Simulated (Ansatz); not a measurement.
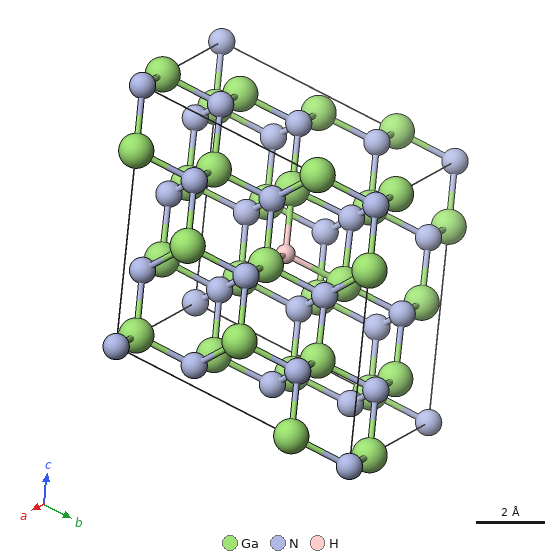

Shown here is a ball-and-stick view of the crystal, taken slightly off an axis. The supercell is outlined; an atom on or near a face, edge or corner is repeated at each equivalent position. The host is GaN, in a cell of 32 sites, and the cell is neutral.

### What imperfection does the supercell contain?

An interstitial hydrogen atom. It is bonded to four Ga in a tetrahedral arrangement at about 2.0 Å.

Computed with DFT PBE, scalar-relativistic, plane waves, PAW in Ansatz. Settings: a basis cut at 420 eV, a 2×2×2 grid in reciprocal space, Gaussian smearing of 0.01 eV, collinear spins.

### Does the defect carry a magnetic moment?

Yes, 1.0 μB in the cell.

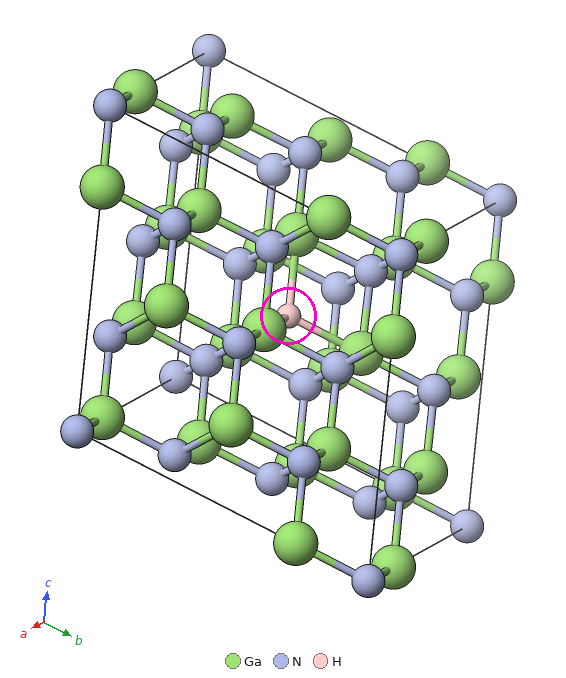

The same cell with a ring at the defect's site.

The atoms were relaxed in the host's cell with DFT PBE, scalar-relativistic, plane waves, PAW (Ansatz 0.2.0).
